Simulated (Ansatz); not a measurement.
Cell and atoms:

```
Mo Se
1.0
     3.47037    0.00000    0.00000
    -1.73519    3.00543    0.00000
     0.00000    0.00000   14.57100
Mo Se
2 4
Cartesian
  1.7352 1.0018 10.9283
  0.0000 2.0036 3.6428
  0.0000 2.0036 12.5489
  1.7352 1.0018 5.2634
  0.0000 2.0036 9.3076
  1.7352 1.0018 2.0221
```

Give a crystallographic description of this input.

Answer. Its composition is MoSe2. Space group P6_3/mmc (No. 194), lattice primitive hexagonal. In terms of structure types, this is 2H molybdenite (MoS₂) type. Content of the cell: 2 Mo, 4 Se (Z = 2). Mo is linked to six Se in a trigonal prismatic arrangement at 2.58 Å. Around each Se lie three Mo in a trigonal pyramidal arrangement at 2.58 Å. The bonds build MoSe2 layers parallel to (001).

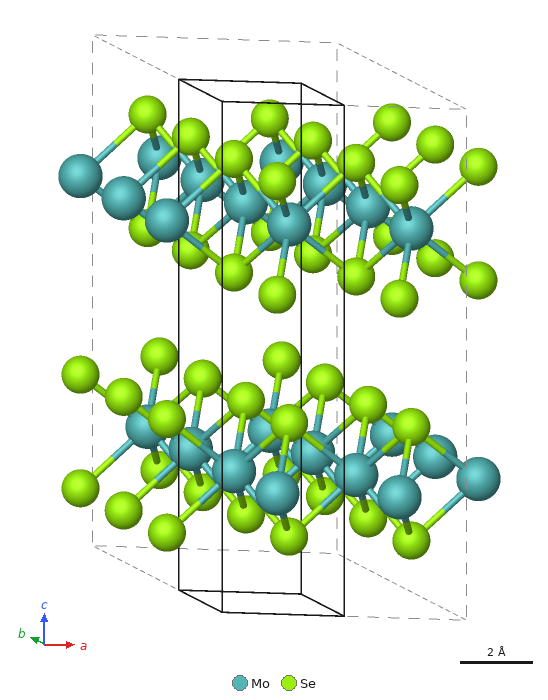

An orthographic ball-and-stick view of the structure, slightly off an axis. A block of 2×3×1 cells is shown, with one conventional unit cell in solid outline. Every bond is drawn to its end, so some atoms lie outside the box.

Source of the structure: a structure listed in the Materials Project. It was relaxed with DFT PBE, scalar-relativistic, plane waves, PAW in Ansatz under a constraint or pressure on the cell, so some stress remains.

At this level of theory the cell isn't at rest (stretched, at -5 GPa), so its distances can differ from those at equilibrium, the more so the softer the solid.
